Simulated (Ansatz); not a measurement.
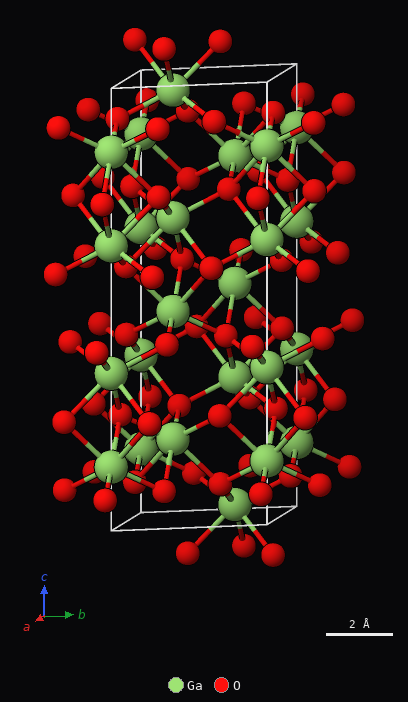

Figure 1. The structure as given in the input (ball-and-stick view of the cell 3 times as large as that of the calculation, set on its symmetry axes, seen slightly off an axis; bonded neighbours outside the cell are drawn too). Near neighbours in the crystal (not all of them lie inside the picture): Ga has 6 O at 1.95 to 2.10 Å; O has 4 Ga at 1.95 to 2.10 Å.

**Ga2O3: single-point calculation**

System: Ga2O3 (10 atoms in the cell).
Method: DFT PBE, scalar-relativistic, plane waves, PAW, no spin polarisation (Ansatz 0.2.0).

The structure was built on a prototype by a generator; it need not be a known phase.

**Input file**
```yaml
crystal:
  lattice:
    - [2.5286541737, 1.4599191661, 4.54148785]
    - [-2.5286541737, 1.4599191661, 4.54148785]
    - [0.0, -2.9198383374, 4.5414878484]
  atoms:
    - { symbol: Ga, position: [0.3558393524, 0.3558393524, 0.3558393524] }
    - { symbol: Ga, position: [0.1441606476, 0.1441606476, 0.1441606476] }
    - { symbol: Ga, position: [0.6441606476, 0.6441606476, 0.6441606476] }
    - { symbol: Ga, position: [0.8558393524, 0.8558393524, 0.8558393524] }
    - { symbol: O, position: [0.5531267013, 0.25, 0.9468732987] }
    - { symbol: O, position: [0.25, 0.9468732987, 0.5531267013] }
    - { symbol: O, position: [0.9468732987, 0.5531267013, 0.25] }
    - { symbol: O, position: [0.4468732987, 0.75, 0.0531267013] }
    - { symbol: O, position: [0.0531267013, 0.4468732987, 0.75] }
    - { symbol: O, position: [0.75, 0.0531267013, 0.4468732987] }
basis:
  ecutwfc: 420
kpoints:
  mp_grid: { grid: [9, 9, 9] }
  band_path:
    path:
      - [0.0, 0.0, 0.0]
      - [0.5, 0.5, 0.5]
      - [0.7644411341, 0.2355588659, 0.5]
      - [0.5, -0.2355588659, 0.2355588659]
      - [0.5, 0.0, 0.0]
      - [0.367779433, -0.367779433, 0.0]
      - [0.632220567, 0.0, 0.367779433]
      - [0.5, 0.0, 0.5]
      - [0.0, 0.166667, -0.166667]
    npoints: 1
hamiltonian:
  xc: pbe
scf:
  occupations: { method: gaussian, width: 0.02 }
  n_extra_bands: 8
output:
  forces: true
  stress: true
  eigenvalues: true
  write_density: true
  write_potential: true
  elf: true
  volumetric_format: npy
```

Hardware: 2 threads of Arm Neoverse V1, 24 GiB of memory available, shared host.

Launched with:
```bash
ansatz run input.yaml --threads 2 --pin off --max-ram 5120MiB --backend cpu --events-out ev --progress --plain --runs-dir out
```

**The program's output**
```
scf.n_extra_bands = 8 over 44 filled bands (N_el = 88.0): the run solves 52 bands
Engine: ansatz 0.2.0, aarch64-unknown-linux-gnu
Pseudopotentials: kind: paw
Pseudopotential: Ga, paw, valence charge 13, recommended cutoff 420 eV (normal), Ga.paw.azcp
Pseudopotential: O, paw, valence charge 6, recommended cutoff 420 eV (normal), O.paw.azcp
Functional definition: PBE
  parameter kappa = 0.804
  parameter beta = 0.06672455060314922
  exchange = pbe_x(kappa = kappa, mu = beta*pi^2/3)
  correlation = pbe_c(beta = beta)
Crystal: 10 atoms, lattice volume = 100.593 Å³
Basis set: ecut = 420 eV, 1929 PW (Γ), exchange–correlation on 80×80×80 points (8 copies of the dense FFT grid, shifted against one another)
Bands: 52, of which v1, the nominal top of the filled ones, is band 44 counted from 1 (43 counted from 0)
Symmetry: 12 space group operations
Space group: R-3c (ITA 167), of the structure as read, at distance tolerance 4.7e-5 Å
k-points: 85 of 729
Non-local potential: Ga, projectors of the file, l = 0: 2, l = 1: 2, l = 2: 3, l = 3: 1
Non-local potential: O, projectors of the file, l = 0: 2, l = 1: 2, l = 2: 1
PAW form: soft (Blöchl's): semilocal exchange-correlation on the pseudo side does not see the compensation charge
PAW one-centre angular grid: Ga, 590 points (default); XC on 64 Gauss nodes
PAW one-centre angular grid: O, 110 points (default); XC on 64 Gauss nodes
Initial density: superposition of atomic densities (neutral atoms: chi_scale 0, normalization atom), corrected by the library's trained network
Initial wavefunctions: pseudopotential atomic-orbital guess
Functional: x = pbe(κ = 0.804, μ = 0.2195149727645171), c = pbe(β = 0.06672455060314922)
SCF iter   1: F=—  HF=-18539.813500 eV  |F-HF|=—  |Δ(HF+E_count)|=         —  Δρ=1.06e-3  dr2=2.67e-4  ethr=1.77e-3  ⟨swp⟩=6.6  Hψ=15939  notcnv=0
preconditioner: auto → Resta (q_TF=auto, 2.668 Å⁻¹)  ε∞=5.1  [insulator: Δε(μ)=2.412 eV  Ē_g=17.121 eV  σ=0.020 eV  W_gap=1.00  n_scr=26 (ndim 8)  ℏωp=34.7 eV  f_vac=0.017  D(μ)=0.00/eV (n_scr^D=0)  ε∞_Penn≈5.1]
SCF iter   2: F=—  HF=-18539.813838 eV  |F-HF|=—  |Δ(HF+E_count)|=   3.38e-4  Δρ=5.82e-4  dr2=7.80e-5  ethr=3.03e-7  ⟨swp⟩=2.6  Hψ=9283  notcnv=0  defer=146
SCF iter   3: F=—  HF=-18539.814281 eV  |F-HF|=—  |Δ(HF+E_count)|=   4.43e-4  Δρ=1.66e-4  dr2=1.30e-5  ethr=8.87e-8  ⟨swp⟩=2.0  Hψ=7900  notcnv=0  defer=146
SCF iter   4: F=—  HF=-18539.814278 eV  |F-HF|=—  |Δ(HF+E_count)|=   2.99e-6  Δρ=5.00e-5  dr2=1.28e-6  ethr=1.47e-8  ⟨swp⟩=2.0  Hψ=7421  notcnv=0  defer=146
SCF iter   5: F=—  HF=-18539.814281 eV  |F-HF|=—  |Δ(HF+E_count)|=   2.80e-6  Δρ=2.14e-5  dr2=2.60e-7  ethr=1.45e-9  ⟨swp⟩=2.0  Hψ=7900  notcnv=0  defer=146
SCF iter   6: F=-18539.814281 eV  HF=-18539.814281 eV  |F-HF|=5.03e-8  |Δ(HF+E_count)|=   1.70e-8  Δρ=6.28e-6  dr2=3.72e-8  ethr=1.14e-10  ⟨swp⟩=12.9  Hψ=32513  notcnv=0
SCF 1 converged in 6 iterations: F = -18539.814281 eV  dr2 = 3.72e-8
  greatest PAW one-centre occupation: 0.998 electrons in one spin orbital (limit 2), on the Ga atom at site 3 (counted from 0), in its partial waves of l = 2
NSCF: frozen V_eff on 9 k-points
SCF converged after 6 iterations
Free energy (F): -18539.814281 eV
Harris-Foulkes:  -18539.814281 eV  (|F-HF|=5.03e-8)
Internal energy: -18539.814281 eV  (E = F + TS)
E sigma→0 (E₀):  -18539.814281 eV
Fermi energy:    9.790434 eV
--- Per-component energies (eV) ---
  E_band       = -38.852665
  E_kinetic    = 1517.076248
  E_local      = -8663.779920  (includes V_loc(G=0)·N_el)
  E_nonlocal   = 2022.692601
  E_hartree    = 3902.336966
  E_xc         = -711.188295
  E_vxc        = -788.851621  (∫ρ·V_xc dr)
  E_paw        = -8946.015825  (= ΣΔE_a)
  E_vpaw       = -1930.670389  (= ΣTr[D̂ρ^β])
  E_aug_tail   = 0.014256  (compensation charges beyond the density's cutoff)
  E_ewald      = -7660.950313
  E_smearing   = -0.000000  (= −TS)
  E_closure    = 0.000000  (closes the sum)
  Σ components = -18539.814281   (vs F -18539.814281, Δ=0.00e0)
--- Forces (eV/Å), atoms counted from 1 ---
  atom   1  Ga     0.00000000     0.00000000    -0.00030148
  atom   2  Ga     0.00000000    -0.00000000     0.00030148
  atom   3  Ga    -0.00000000    -0.00000000     0.00030148
  atom   4  Ga     0.00000000     0.00000000    -0.00030148
  atom   5  O      0.00014929     0.00025857     0.00000000
  atom   6  O      0.00014929    -0.00025857    -0.00000000
  atom   7  O     -0.00029857     0.00000000     0.00000000
  atom   8  O     -0.00014929    -0.00025857    -0.00000000
  atom   9  O      0.00029857     0.00000000    -0.00000000
  atom  10  O     -0.00014929     0.00025857     0.00000000
  max |Σ_I F_I| component: 6.32e-18 eV/Å
--- Stress (GPa, compression-positive) ---
        0.034898       0.000000       0.000000
       -0.000000       0.034898       0.000000
        0.000000       0.000000      -0.009585
  P = ⅓ Tr σ = 0.0201 GPa (0.201 kbar)
--- Band table (eV; the first three rows and the last of 85) ---
  k-point 0: bands = ["-10.0743", "-8.2346", "-8.2346", "-8.1998", "-8.1841", "-8.1841", "-4.1442", "-4.1442", "-4.0648", "-4.0648", "-4.0035", "-3.9687", "-3.9307", "-3.9307", "-3.9007", "-3.9007", "-3.8577", "-3.8577", "-3.7889", "-3.7886", "-3.7886", "-3.7874", "-3.5604", "-3.5604", "-3.0046", "-3.0046", "1.5892", "2.2728", "3.5556", "3.5556", "4.5434", "4.7399", "5.1727", "5.1727", "5.4743", "7.6014", "7.6014", "8.0839", "8.0839", "8.2798", "8.2798", "8.2857", "8.3645", "8.3645", "10.9980", "14.9147", "15.1684", "17.1146", "18.4534", "18.4577", "18.4577", "19.3060"]
  k-point 1: bands = ["-10.0216", "-8.2775", "-8.2364", "-8.2361", "-8.1899", "-8.1710", "-4.1376", "-4.1369", "-4.0635", "-4.0609", "-4.0035", "-3.9711", "-3.9279", "-3.9271", "-3.9050", "-3.9014", "-3.8636", "-3.8595", "-3.7955", "-3.7904", "-3.7877", "-3.7621", "-3.5749", "-3.5594", "-3.0531", "-3.0188", "1.6592", "2.2445", "3.3416", "3.7897", "4.3300", "5.0241", "5.0726", "5.4958", "5.7946", "7.2242", "7.5734", "7.8827", "8.0263", "8.0761", "8.1245", "8.2334", "8.4188", "8.4719", "11.4389", "14.8673", "15.3311", "16.9503", "17.8156", "18.4429", "18.9861", "19.0469"]
  k-point 2: bands = ["-9.8682", "-8.4418", "-8.2551", "-8.2445", "-8.2010", "-8.1757", "-4.1209", "-4.1163", "-4.0562", "-4.0547", "-4.0027", "-3.9727", "-3.9249", "-3.9226", "-3.9134", "-3.9110", "-3.8703", "-3.8622", "-3.8115", "-3.7936", "-3.7858", "-3.6931", "-3.6150", "-3.5523", "-3.1707", "-3.0672", "1.8590", "2.2648", "2.9719", "4.1595", "4.3058", "5.0343", "5.6214", "6.0349", "6.3037", "6.4753", "7.3070", "7.3425", "7.7365", "7.9839", "8.0327", "8.0887", "8.4206", "8.5526", "12.3499", "14.7732", "15.5713", "16.5356", "17.3726", "18.0908", "19.1936", "19.5244"]
  k-point 84: bands = ["-9.2707", "-9.1698", "-8.2592", "-8.2298", "-8.2185", "-8.1942", "-4.0876", "-4.0796", "-4.0597", "-4.0510", "-4.0504", "-4.0406", "-3.9508", "-3.9466", "-3.9437", "-3.9344", "-3.8131", "-3.8113", "-3.8037", "-3.7928", "-3.7376", "-3.7303", "-3.5289", "-3.5066", "-3.2398", "-3.2060", "2.5824", "2.6349", "3.9970", "4.1874", "4.6416", "5.0228", "5.0569", "5.1928", "6.1975", "6.2804", "6.8541", "6.9843", "7.4231", "7.5703", "8.1440", "8.1519", "8.2699", "8.2847", "14.1279", "14.3240", "15.9914", "16.1758", "17.6452", "17.7944", "19.2321", "19.3367"]
```

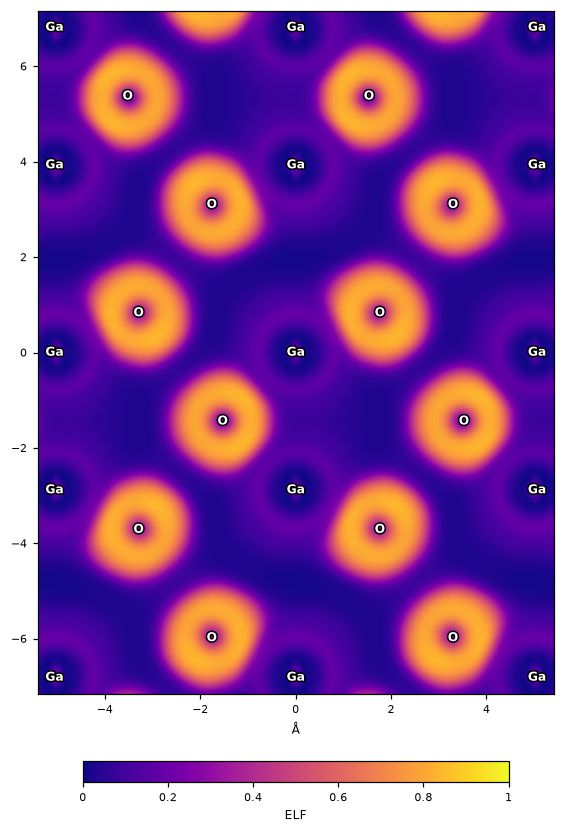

Figure 2. ELF on the (100) plane of the conventional cell. The section cuts through Ga and O sites. Ga–O (1.95 Å): the ELF is about 0.35 at the midpoint. Ga–O (2.10 Å): the ELF is about 0.25 at the midpoint. The fields are those of the smooth PAW valence density.

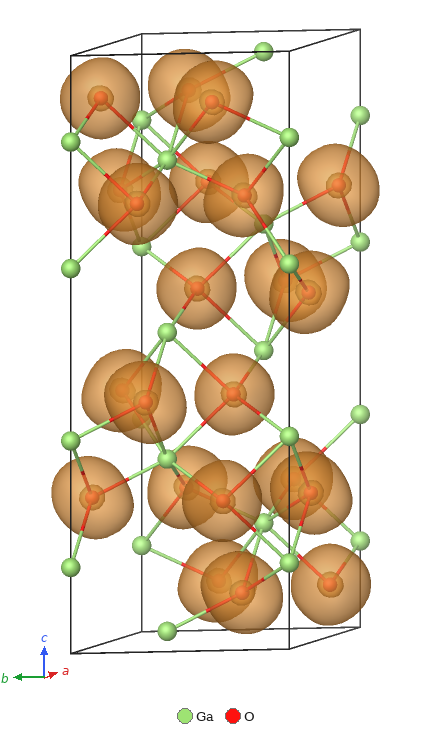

Figure 3. Isosurface of the electron localisation function at 0.6 (orange), seen at an oblique angle. Core shells and regions of very low density are left out. Sticks mark near contacts. The outline is the cell set on symmetry axes. Along the contacts the grid gives the following. Ga–O (1.95 Å): the ELF is about 0.35 at the midpoint. Ga–O (2.10 Å): the ELF is about 0.25 at the midpoint.

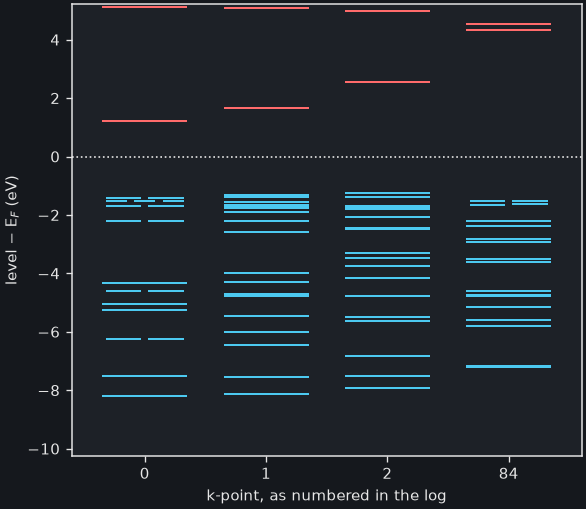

Figure 4. Kohn–Sham levels near the Fermi level (dotted) at the few k-points that the log prints; levels within 0.02 eV of each other stand side by side. Among these points the highest filled and lowest empty levels are 2.45 eV apart; the gap on the full mesh, 2.42 eV, has an edge at a point that isn't printed.

**Results in brief**

- outcome: converged
- space group (tolerance 0.01 Å): R-3c (167)
- electrons treated: 88
- free energy: −18539.8143 eV
- Fermi energy: 9.790 eV
- gap on the k-point mesh: 2.42 eV
- gap on the band path: 2.40 eV
- pressure: 0.02 GPa
- largest force (length of the vector): under 0.001 eV/Å
- wall time: 19 s (CPU time 38 s)
- peak memory: 0.6 GiB
